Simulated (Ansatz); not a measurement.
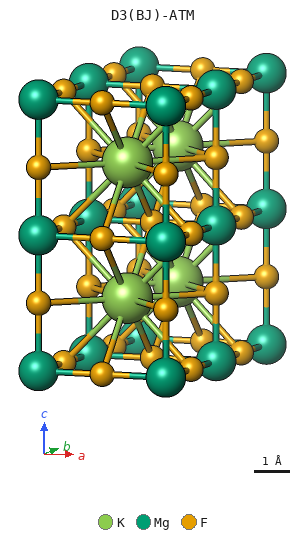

A crystal of KMgF3 (set up in Pm-3m), relaxed (cell and atoms) with several dispersion corrections. The picture shows the result with D3(BJ)-ATM. Style: ball-and-stick. Shown: the cell of the calculation, repeated 1 × 2 × 2 with one cell outlined, slightly off an axis.

Computed with Ansatz 0.2.0: PBEsol, Ansatz PAW. Set-up: plane-wave cutoff 420 eV; k-point mesh 7 × 7 × 7; occupations fermi-dirac; smearing width 0.05 eV; no spin polarisation; cell and atoms relaxed; force threshold 0.01 eV/Å.

```tsv
dispersion correction	volume (Å³/atom)	a (Å)
D3(BJ)-ATM	12.428	3.961
D3(BJ)	?	?
D4	12.611	3.980
none	12.712	3.991
```

**Fill in the missing row.**

With D3(BJ) the volume is the smallest of the series, below D3(BJ)-ATM (12.428). The calculation gives 12.379 Å³/atom (a = 3.956 Å). In order of volume: D3(BJ) < D3(BJ)-ATM < D4 < none; the spread is 2.7 %.

Each member starts from this one structure; whether another phase lies lower wasn't checked.
